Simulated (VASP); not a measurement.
**Molecular dynamics of C (part 5 of 5)**

The same run, continued: C (slab, 18 atoms in the cell); Kohn-Sham DFT of a periodic cell, PBEsol, VASP PAW PBE potentials, recommended, no spin polarisation (VASP 6.6.1); cutoff 520 eV, 2×2×1 k-mesh, fermi-dirac of 0.05 eV. It belongs to a series of runs on one base structure; here: dynamics from the last frame of the run before.

Geometry of the input (Å; fractional positions):
```
7.3980  0.0000  0.0000
-3.6990  6.4069  0.0000
0.0000  0.0000  13.0000
C  0.0024  0.0094  0.0806
C  0.2305  0.1169  0.0786
C  -0.0066  0.3292  0.0762
C  0.2261  0.4381  0.0718
C  -0.0083  0.6601  0.0818
C  0.2266  0.7715  0.0772
C  0.3223  -0.0026  0.0763
C  0.5592  0.1181  0.0774
C  0.3417  0.3385  0.0664
C  0.5595  0.4461  0.0706
C  0.3334  0.6552  0.0767
C  0.5469  0.7775  0.0779
C  0.6546  0.0010  0.0780
C  0.8822  0.1063  0.0776
C  0.6716  0.3396  0.0710
C  0.8836  0.4389  0.0812
C  0.6824  0.6791  0.0862
C  0.8920  0.7770  0.0793
```

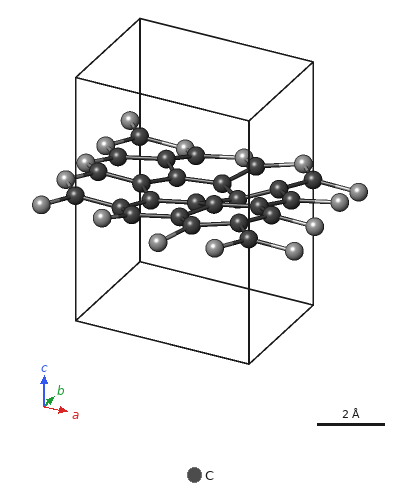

**Figure 1.** The geometry at step 23 of the log (ball-and-stick view of the cell of the calculation, with the vacuum cut short, seen slightly off an axis; neighbours outside the cell are drawn fainter).

### Trajectory as extended XYZ, continued
```
18
Lattice="7.3980 0.0000 0.0000 -3.6990 6.4069 0.0000 0.0000 0.0000 13.0000" Properties=species:S:1:pos:R:3:forces:R:3 step=8 energy=-170.89242 temperature=1210.2
C     0.0110    0.0003    1.0885   -2.9918   1.6716  -0.4855
C     1.2007    0.6734    0.8851    3.2335   2.4854   1.1352
C     6.1046    2.1564    1.1054    1.6399  -2.7348  -0.5564
C    -0.0032    2.7984    0.9025    1.4292   1.9249   0.9332
C    -2.4026    4.2869    1.1627   -2.0613   0.1542  -2.5661
C    -1.1904    4.9814    0.9962    0.6018  -2.1823   1.3672
C    -1.2488    6.3590    1.0206   -0.8724   2.8156  -0.8528
C     3.6550    0.7417    1.0675    0.2516  -2.9686  -1.7027
C     1.3154    2.2064    0.8141   -3.5777  -3.8289   0.7404
C     2.5059    2.9049    0.8913   -1.3906   0.0012   0.1153
C     0.0832    4.2180    0.9766   -3.4481  -0.1601  -0.3784
C     1.2628    4.9505    0.9774   -1.6928   0.8476  -0.7402
C     1.1848    6.3576    0.9231   -0.2056   2.9664   2.6841
C     6.0301    0.6929    1.1868    3.8368   0.3951  -2.2307
C     3.6588    2.1073    0.9769    2.6095   2.3488   0.5640
C     4.9325    2.8463    1.0392   -1.4892   0.7133   0.7200
C     2.4528    4.3375    0.9640    4.2437  -1.9838   0.0989
C     3.7383    5.0425    1.0219   -0.1200  -2.4465   1.1511
18
Lattice="7.3980 0.0000 0.0000 -3.6990 6.4069 0.0000 0.0000 0.0000 13.0000" Properties=species:S:1:pos:R:3:forces:R:3 step=16 energy=-170.46695 temperature=1369.2
C     7.3319    0.0080    1.1049    2.2529   0.5911  -0.7534
C     1.2203    0.7024    0.7961   -1.0160  -0.6851   2.8243
C     6.1623    2.1034    1.1996   -1.1686   3.4313  -1.4365
C    -0.0215    2.8514    0.9168   -0.1639  -2.5602   0.9749
C    -2.3907    4.3415    1.1497   -3.5616  -2.7880  -1.3748
C    -1.1877    4.9558    1.0502   -0.0096   3.1424   0.2890
C     2.4765    0.0016    1.0104   -2.9394  -2.6191  -1.0282
C     3.6412    0.6301    1.0513    4.0896   4.8979  -0.4385
C     1.2028    2.0795    0.7997    1.2416   3.4777   0.1504
C     2.4731    2.9159    0.8718   -0.1018  -6.4285  -0.1471
C    -0.0236    4.2429    0.9355    3.9193   0.7359  -0.1220
C     1.3067    4.9762    0.9072   -3.0740   0.4982  -1.1050
C     4.9314    0.0029    0.9554   -1.0202  -2.1203   2.1319
C     6.0976    0.7257    1.2712    1.7597  -0.7538  -2.1861
C     3.7043    2.1263    1.0616   -1.5311   0.7769  -0.9218
C     4.8974    2.9128    1.0609    2.0409  -2.3033   1.6198
C     2.5100    4.2460    0.7938    1.1610   3.7244   2.1765
C     3.7551    5.0256    1.0642   -1.8819  -1.0405  -0.6569
18
Lattice="7.3980 0.0000 0.0000 -3.6990 6.4069 0.0000 0.0000 0.0000 13.0000" Properties=species:S:1:pos:R:3:forces:R:3 step=23 energy=-169.52734 temperature=1396.2
C     7.3359    0.0500    1.0887    5.1759  -3.2291  -0.6865
C     1.2181    0.7121    0.8219   -3.0237  -2.0319   1.8586
C    -1.2165    2.1639    1.2375   -0.8421  -0.0782  -0.8681
C    -0.0377    2.8272    0.9728    0.2451   1.7403  -0.3211
C     4.8873    4.2926    1.0761    4.9066  -0.7590   1.3023
C    -1.1811    5.0247    1.1195   -3.4846  -1.7196  -1.4050
C    -1.2898    6.3901    0.9553    4.7447   1.6548  -0.0353
C     3.7590    0.6779    1.0099   -3.5144   2.1572   1.0078
C     1.1239    2.0664    0.7957    3.3770   2.0327   0.1512
C     2.4327    2.6997    0.8421    1.9666   5.7560  -0.4747
C    -0.0049    4.3018    0.8878    0.8201  -0.7096   0.7201
C     1.2043    5.0254    0.7916    3.5460  -1.4887   0.3699
C     4.9483    0.0022    1.0857    0.8699  -0.7033  -0.2727
C     6.2345    0.7375    1.2615   -4.9403   0.9777  -0.6842
C     3.7073    2.1857    1.1148   -0.8196  -4.1982  -1.2763
C     4.9304    2.8924    1.1496   -0.4115   0.0167   0.2956
C     2.6368    4.2552    0.7033   -8.7485  -2.9773   1.5250
C     3.6995    4.9500    1.0862    0.1165   3.5335  -1.1892
18
Lattice="7.3980 0.0000 0.0000 -3.6990 6.4069 0.0000 0.0000 0.0000 13.0000" Properties=species:S:1:pos:R:3:forces:R:3 step=31 energy=-169.07189 temperature=1493.1
C    -3.6199    6.3793    1.0495   -7.3138  -1.4623   0.8286
C     1.1534    0.6685    0.9325    7.2159   3.7686  -1.0342
C    -1.2290    2.2246    1.2456    0.8591  -3.7014   0.0342
C    -0.0245    2.8731    1.0240    1.3885   2.9098  -1.5508
C     4.9050    4.2172    1.0418   -0.2347   3.6140   2.0223
C    -1.2947    5.0435    1.1362    2.9376  -1.2825  -2.7532
C     2.4964    0.0278    0.8853   -1.2702   0.3147   1.4303
C     3.7809    0.7971    1.0052   -1.4817  -6.9324   1.1816
C     1.1598    2.1302    0.8048    0.8282  -2.6364   1.0372
C     2.4558    2.6715    0.7823   -1.4225   6.0181  -0.0437
C     0.0389    4.3427    0.8661   -3.2512  -1.5866   1.3624
C     1.2296    5.0254    0.6666    1.4382  -0.8594   2.7544
C     1.2941    6.3893    1.2296    0.4743   1.9903  -3.5474
C     6.2310    0.7654    1.2097   -1.4078  -1.5051   0.1803
C     3.6889    2.1089    1.1248    2.0075   2.6326  -0.5016
C     4.9399    2.8581    1.2755   -2.3817  -0.0702  -1.2339
C     2.4523    4.1785    0.6751    0.3710   1.3573   1.8904
C     3.6331    4.9605    1.0454    1.2340  -2.5517  -2.0638
18
Lattice="7.3980 0.0000 0.0000 -3.6990 6.4069 0.0000 0.0000 0.0000 13.0000" Properties=species:S:1:pos:R:3:forces:R:3 step=39 energy=-168.04045 temperature=1133.8
C     3.6880    6.2680    1.0370    1.2732   4.2307  -0.1908
C     1.3225    0.7290    1.0162   -3.7856  -2.0194  -0.9178
C    -1.2268    2.1480    1.2531    0.5522   2.3034  -0.0421
C     0.0500    3.0109    1.0137   -2.2711  -7.5902   0.3964
C     4.9249    4.2713    1.0998   -1.8133  -1.0943   0.2381
C    -1.2897    4.9978    1.0242    1.0574   1.9142  -0.8728
C     2.5352    0.0847    0.8749   -2.8185  -4.6320   1.3718
C     3.7462    0.6748    1.0641    2.2554   2.9585   0.5092
C     1.2433    2.1167    0.8600   -0.4413   2.9164   0.3445
C     2.4502    2.8712    0.7244    0.1771  -8.1951   1.6752
C    -0.0509    4.3352    0.9013    2.2981   2.0311  -0.6842
C     1.2964    5.0063    0.6661   -7.3009   3.2671   3.3800
C     5.0342    0.0288    1.2143   -3.6122  -2.7892  -3.5282
C     6.1701    0.7346    1.1601    3.6211  -0.3785   0.4288
C     3.7250    2.1064    1.0983   -2.2937   0.6663  -0.8916
C     4.8797    2.8227    1.3495    3.6846   0.8316  -1.9282
C     2.2570    4.1533    0.7281    9.4290   4.9895   0.2860
C     3.6325    4.8952    0.9148   -0.0235   0.6071   0.4235
```

### Summary

| quantity | value |
| --- | --- |
| outcome | finished |
| mean temperature over the second half | 1438 K |
| trajectory | 40 frames kept |
| electrons treated | 72 |
| potential energy (free energy of the electrons) (last step) | −168.0405 eV |
| final volume (last step) | 616.17 Å³ |
| largest force (length of the vector) (last step) | 10.672 eV/Å |
| wall time | 35 min |
| peak memory | 0.81 GiB |

### Remarks

The k-point mesh is coarse for a cell of this size, so the results may not be converged.
